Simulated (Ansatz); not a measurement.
# From Na4HF3 to Na4H3F

System: Na4HF3 (8 atoms in the cell).
Method of run A: DFT PBE, scalar-relativistic, plane waves, PAW, no spin polarisation (Ansatz 0.2.0).
System of run B: Na4H3F (8 atoms in the cell).

On run A: The structure derives from an entry of the Crystallography Open Database. On run B: The structure derives from an entry of the Crystallography Open Database. It belongs to a series of runs on one base structure; here: superlattice of 1 and 3 planes along [0 0 1]. Text and figures count atoms from 1; the logs count them from 0 in places.

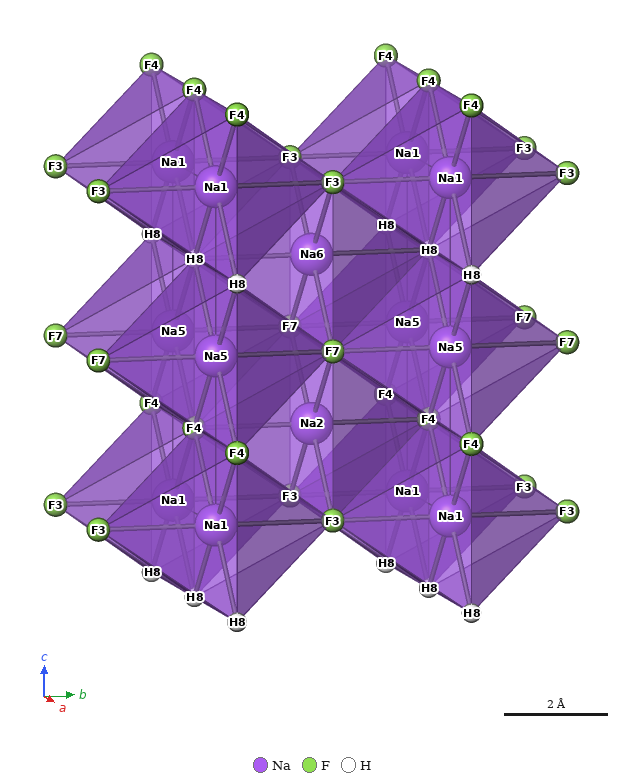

Figure 1. The starting structure (polyhedral view of the cell of the calculation, seen slightly off an axis; polyhedra are completed across the faces of the cell; atoms are numbered from 1 in the order of the input).

The input, run A:
```yaml
crystal:
  lattice:
    - [3.3462317714, 0.0, 0.0]
    - [0.0, 4.732286354, 0.0]
    - [0.0, 0.0, 6.6924635429]
  atoms:
    - { symbol: Na, position: [0.0, 0.0, 0.0] }
    - { symbol: Na, position: [0.5, 0.5, 0.25] }
    - { symbol: F, position: [0.0, 0.5, 0.0] }
    - { symbol: F, position: [0.5, 0.0, 0.25] }
    - { symbol: Na, position: [1.0, 0.0, 0.5] }
    - { symbol: Na, position: [0.5, 0.5, 0.75] }
    - { symbol: F, position: [1.0, 0.5, 0.5] }
    - { symbol: H, position: [0.5, 0.0, 0.75] }
basis:
  ecutwfc: 420
kpoints:
  mp_grid: { grid: [8, 6, 4] }
hamiltonian:
  xc: pbe
scf:
  occupations: { method: gaussian, width: 0.02 }
output:
  forces: true
  stress: true
  eigenvalues: true
  populations: true
relax:
  adjacent_minimum: "off"
  f_tol: 0.01
  max_steps: 45
  cell: { stress_tol: 0.05 }
```

Command:
```bash
ansatz run input.yaml --threads 2 --pin off --max-ram 5120MiB --backend cpu --events-out ev --progress --plain --runs-dir out
```

Hardware: 2 threads of Intel Xeon (Sapphire Rapids), 64 GiB of memory available, shared host.

Output, shortened to warnings, some set-up lines, iterations and results (run A):
```
Basis set: ecut = 420 eV, 2103 PW (Γ), exchange–correlation on 48×64×90 points (8 copies of the dense FFT grid, shifted against one another)
Symmetry: 8 space group operations
k-points: 60 of 192
Initial density: superposition of atomic densities (neutral atoms: chi_scale 0, normalization atom), corrected by the library's trained network
[...]
SCF iter   1: F=—  HF=-8394.949265 eV  |F-HF|=—  |Δ(HF+E_count)|=         —  Δρ=7.59e-4  dr2=3.48e-4  ethr=1.77e-3  ⟨swp⟩=6.4  Hψ=8339  notcnv=0
SCF iter   2: F=—  HF=-8394.948006 eV  |F-HF|=—  |Δ(HF+E_count)|=   1.26e-3  Δρ=4.80e-4  dr2=1.26e-4  ethr=6.00e-7  ⟨swp⟩=3.0  Hψ=4931  notcnv=0  defer=120
SCF iter   3: F=—  HF=-8394.948080 eV  |F-HF|=—  |Δ(HF+E_count)|=   7.40e-5  Δρ=1.91e-4  dr2=2.90e-5  ethr=2.18e-7  ⟨swp⟩=2.0  Hψ=2650  notcnv=0  defer=120
SCF iter   4: F=—  HF=-8394.947998 eV  |F-HF|=—  |Δ(HF+E_count)|=   8.24e-5  Δρ=5.78e-5  dr2=3.04e-6  ethr=5.01e-8  ⟨swp⟩=2.0  Hψ=3771  notcnv=0  defer=120
SCF iter   5: F=—  HF=-8394.947998 eV  |F-HF|=—  |Δ(HF+E_count)|=   1.14e-7  Δρ=2.85e-5  dr2=4.47e-7  ethr=5.25e-9  ⟨swp⟩=2.0  Hψ=3554  notcnv=0  defer=120
[... 31 lines ...]
SCF iter   5: F=—  HF=-8394.950980 eV  |F-HF|=—  |Δ(HF+E_count)|=   5.94e-9  Δρ=6.53e-7  dr2=1.89e-10  ethr=1.58e-11  ⟨swp⟩=2.0  Hψ=2828  notcnv=0
SCF iter   6: F=—  HF=-8394.950980 eV  |F-HF|=—  |Δ(HF+E_count)|=  7.28e-12  Δρ=4.57e-7  dr2=1.17e-10  ethr=1.00e-12  ⟨swp⟩=4.0  Hψ=6484  notcnv=0
SCF iter   7: F=-8394.950980 eV  HF=-8394.950980 eV  |F-HF|=1.09e-11  |Δ(HF+E_count)|=  2.55e-11  Δρ=2.76e-7  dr2=4.02e-11  ethr=1.00e-12  ⟨swp⟩=3.0  Hψ=5940  notcnv=0
SCF 5 converged in 7 iterations: F = -8394.950980 eV  dr2 = 4.02e-11
relax step   5: F+E_penalty+E_count = -8394.95097962 eV  Δ(F+E_penalty+E_count) = +4.649e-4 eV  max|allowed force component| = 3.901e-4 eV/Å  Δτ_max = 0.0000 Å  P = -0.008 …
basis re-selected at this cell: Δ(F+E_penalty+E_count) = +4.649e-4 eV, ΔP = -0.009 GPa vs the last step (what re-selecting the basis moved, of the pressure what is left beyond the Pulay correction that the steps carried, after the strain that the cell walked since its last selection, with what the …
SCF converged after 7 iterations
Free energy (F): -8394.950980 eV
Harris-Foulkes:  -8394.950980 eV  (|F-HF|=1.09e-11)
Internal energy: -8394.950980 eV  (E = F + TS)
E sigma→0 (E₀):  -8394.950980 eV
Fermi energy:    4.530624 eV
--- Per-component energies (eV) ---
  E_band       = -957.614219
  E_kinetic    = 1120.521982
  E_local      = -6743.321622  (includes V_loc(G=0)·N_el)
  E_nonlocal   = 682.282228
  E_hartree    = 2432.106921
  E_xc         = -408.496569
  E_vxc        = -524.107775  (∫ρ·V_xc dr)
  E_paw        = -1654.255221  (= ΣΔE_a)
  E_vpaw       = -357.207275  (= ΣTr[D̂ρ^β])
  E_aug_tail   = 0.004503  (compensation charges beyond the density's cutoff)
  E_ewald      = -3823.793203
  E_smearing   = -0.000000  (= −TS)
  E_closure    = 0.000000  (closes the sum)
  Σ components = -8394.950980   (vs F -8394.950980, Δ=0.00e0)
--- Forces (eV/Å), atoms counted from 1 ---
  atom   1  Na    -0.00000000    -0.00000000    -0.00017182
  atom   2  Na     0.00000000    -0.00000000     0.00000000
  atom   3  F     -0.00000000     0.00000000     0.00039010
  atom   4  F      0.00000000     0.00000000     0.00000000
  atom   5  Na     0.00000000     0.00000000     0.00017182
  atom   6  Na     0.00000000     0.00000000     0.00000000
  atom   7  F      0.00000000    -0.00000000    -0.00039010
  atom   8  H      0.00000000     0.00000000     0.00000000
  max |Σ_I F_I| component: 1.08e-19 eV/Å
--- Stress (GPa, compression-positive) ---
       -0.007719       0.000000      -0.000000
        0.000000      -0.004094      -0.000000
       -0.000000      -0.000000      -0.012077
  P = ⅓ Tr σ = -0.0080 GPa (-0.080 kbar)
--- Relaxed structure (4 steps of the walk, 4 accepted, 1 SCFs on fresh bases) ---
  F+E_penalty+E_count = -8394.95097962 eV   max|allowed force component| = 3.901e-4 eV/Å   (the final SCF, on the basis selected at the relaxed cell)
  cell:  # Å, volume = 105.7627 Å³
    - [3.3474628083022937, -2.553446482041744e-34, -1.7022976546944964e-34]
    - [-4.574083617924208e-34, 4.723995540134723, 1.2037062152432126e-35]
[...]
```

For run B the input was changed thus:
```diff
-    - [3.3462317714, 0.0, 0.0]
-    - [0.0, 4.732286354, 0.0]
-    - [0.0, 0.0, 6.6924635429]
+    - [3.3926161148, 0.0, 0.0]
+    - [0.0, 3.3926161148, 0.0]
+    - [0.0, 0.0, 9.5957674429]
-    - { symbol: F, position: [0.0, 0.5, 0.0] }
-    - { symbol: F, position: [0.5, 0.0, 0.25] }
-    - { symbol: Na, position: [1.0, 0.0, 0.5] }
+    - { symbol: H, position: [0.0, 0.0, 0.25] }
+    - { symbol: F, position: [0.5, 0.5, 0.0] }
+    - { symbol: Na, position: [0.0, 0.0, 0.5] }
-    - { symbol: F, position: [1.0, 0.5, 0.5] }
-    - { symbol: H, position: [0.5, 0.0, 0.75] }
+    - { symbol: H, position: [0.0, 0.0, 0.75] }
+    - { symbol: H, position: [0.5, 0.5, 0.5] }
-  mp_grid: { grid: [8, 6, 4] }
+  mp_grid: { grid: [8, 8, 4] }
```

How does run B compare with run A?

The total energies belong to different systems, so their difference says nothing on which is more stable or more accurate. The gap on the mesh goes from 4.10 to 3.94 eV. The volume per atom goes from 13.22 to 13.75 Å³. The SCF takes 33 iterations over all geometry steps against 31. The irreducible k-points go from 60 to 45. On the same kind of shared host run B took about 0.67 times as long.

Output, shortened to warnings, some set-up lines, iterations and results (run B):
```
Basis set: ecut = 420 eV, 2181 PW (Γ), exchange–correlation on 48×48×144 points (8 copies of the dense FFT grid, shifted against one another)
Symmetry: 16 space group operations
k-points: 45 of 256
Initial density: superposition of atomic densities (neutral atoms: chi_scale 0, normalization atom), corrected by the library's trained network
[...]
SCF iter   1: F=—  HF=-6805.445586 eV  |F-HF|=—  |Δ(HF+E_count)|=         —  Δρ=7.22e-4  dr2=6.86e-4  ethr=1.77e-3  ⟨swp⟩=6.7  Hψ=5821  notcnv=0
SCF iter   2: F=—  HF=-6805.444514 eV  |F-HF|=—  |Δ(HF+E_count)|=   1.07e-3  Δρ=4.34e-4  dr2=1.75e-4  ethr=1.49e-6  ⟨swp⟩=2.5  Hψ=2944  notcnv=0  defer=75
SCF iter   3: F=—  HF=-6805.444610 eV  |F-HF|=—  |Δ(HF+E_count)|=   9.58e-5  Δρ=1.69e-4  dr2=4.42e-5  ethr=3.82e-7  ⟨swp⟩=2.0  Hψ=1578  notcnv=0  defer=75
SCF iter   4: F=—  HF=-6805.444416 eV  |F-HF|=—  |Δ(HF+E_count)|=   1.94e-4  Δρ=6.27e-5  dr2=4.27e-6  ethr=9.61e-8  ⟨swp⟩=2.0  Hψ=2141  notcnv=0  defer=75
SCF iter   5: F=—  HF=-6805.444416 eV  |F-HF|=—  |Δ(HF+E_count)|=   2.03e-7  Δρ=2.73e-5  dr2=9.46e-7  ethr=9.29e-9  ⟨swp⟩=2.0  Hψ=2149  notcnv=0  defer=75
[... 35 lines ...]
SCF iter   4: F=—  HF=-6805.447594 eV  |F-HF|=—  |Δ(HF+E_count)|=   2.94e-8  Δρ=1.85e-6  dr2=1.68e-9  ethr=3.46e-11  ⟨swp⟩=2.0  Hψ=2430  notcnv=0
SCF iter   5: F=—  HF=-6805.447594 eV  |F-HF|=—  |Δ(HF+E_count)|=  4.59e-10  Δρ=5.89e-7  dr2=1.25e-10  ethr=3.65e-12  ⟨swp⟩=2.0  Hψ=2310  notcnv=0
SCF iter   6: F=-6805.447594 eV  HF=-6805.447594 eV  |F-HF|=2.73e-11  |Δ(HF+E_count)|=  4.27e-11  Δρ=2.31e-7  dr2=1.95e-11  ethr=1.00e-12  ⟨swp⟩=3.8  Hψ=3701  notcnv=0
SCF 6 converged in 6 iterations: F = -6805.447594 eV  dr2 = 1.95e-11
relax step   6: F+E_penalty+E_count = -6805.44759410 eV  Δ(F+E_penalty+E_count) = +3.885e-4 eV  max|allowed force component| = 2.343e-4 eV/Å  Δτ_max = 0.0000 Å  P = +0.004 …
basis re-selected at this cell: Δ(F+E_penalty+E_count) = +3.885e-4 eV, ΔP = -0.006 GPa vs the last step (what re-selecting the basis moved, of the pressure what is left beyond the Pulay correction that the steps carried, after the strain that the cell walked since its last selection, with what the …
SCF converged after 6 iterations
Free energy (F): -6805.447594 eV
Harris-Foulkes:  -6805.447594 eV  (|F-HF|=2.73e-11)
Internal energy: -6805.447594 eV  (E = F + TS)
E sigma→0 (E₀):  -6805.447594 eV
Fermi energy:    3.462392 eV
--- Per-component energies (eV) ---
  E_band       = -933.123562
  E_kinetic    = 731.297931
  E_local      = -6092.451603  (includes V_loc(G=0)·N_el)
  E_nonlocal   = 538.205653
  E_hartree    = 2228.151610
  E_xc         = -264.725435
  E_vxc        = -340.050637  (∫ρ·V_xc dr)
  E_paw        = -1254.199834  (= ΣΔE_a)
  E_vpaw       = -226.427420  (= ΣTr[D̂ρ^β])
  E_aug_tail   = -0.000694  (compensation charges beyond the density's cutoff)
  E_ewald      = -2691.725222
  E_smearing   = -0.000000  (= −TS)
  E_closure    = 0.000000  (closes the sum)
  Σ components = -6805.447594   (vs F -6805.447594, Δ=0.00e0)
--- Forces (eV/Å), atoms counted from 1 ---
  atom   1  Na     0.00000000    -0.00000000     0.00000000
  atom   2  Na     0.00000000     0.00000000    -0.00007147
  atom   3  H      0.00000000    -0.00000000    -0.00023430
  atom   4  F      0.00000000    -0.00000000     0.00000000
  atom   5  Na     0.00000000     0.00000000     0.00000000
  atom   6  Na    -0.00000000     0.00000000     0.00007147
  atom   7  H     -0.00000000     0.00000000     0.00023430
  atom   8  H      0.00000000     0.00000000     0.00000000
  max |Σ_I F_I| component: 2.71e-20 eV/Å
--- Stress (GPa, compression-positive) ---
        0.010476       0.000000       0.000000
        0.000000       0.010476      -0.000000
        0.000000      -0.000000      -0.008978
  P = ⅓ Tr σ = 0.0040 GPa (0.040 kbar)
--- Relaxed structure (5 steps of the walk, 5 accepted, 1 SCFs on fresh bases) ---
  F+E_penalty+E_count = -6805.44759410 eV   max|allowed force component| = 2.343e-4 eV/Å   (the final SCF, on the basis selected at the relaxed cell)
  cell:  # Å, volume = 110.0314 Å³
    - [3.3884124668910025, 5.958041791488825e-35, -2.4396055861578436e-33]
    - [5.958041791488825e-35, 3.3884124668910025, 1.2128870789816538e-34]
[...]
```

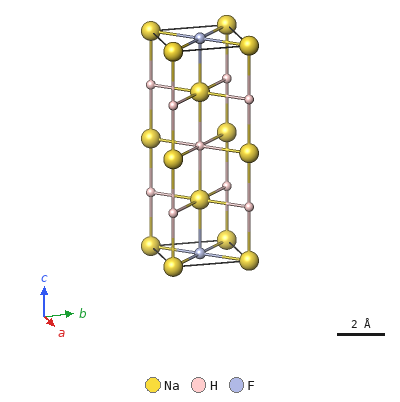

Figure 2. The input structure of run B (ball-and-stick view of the cell of the calculation, seen slightly off an axis).

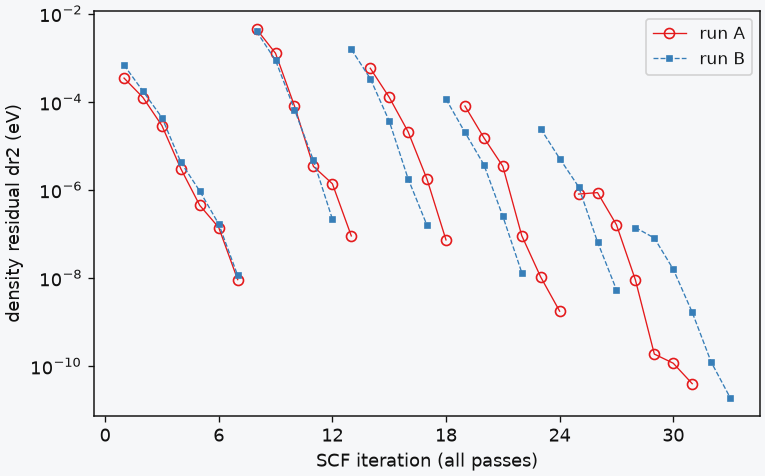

Figure 3. Convergence of the two runs: density residual dr2 against the SCF iteration. A break in a curve parts two SCF passes. Run A takes 31 iterations in all, and run B takes 33.

The two runs side by side:

| quantity | run A | run B |
| --- | --- | --- |
| outcome | converged | converged |
| free energy per atom (eV) | −1049.3689 | −850.6809 |
| gap on the mesh (eV) | 4.10 | 3.94 |
| pressure (GPa) | −0.01 | 0.00 |
| volume per atom (Å³) | 13.22 | 13.75 |
| largest force (eV/Å) | 0.000 | 0.000 |
| SCF iterations | 31 | 33 |
| irreducible k-points | 60 | 45 |
| wall time (shared host) | 24 s | 16 s |
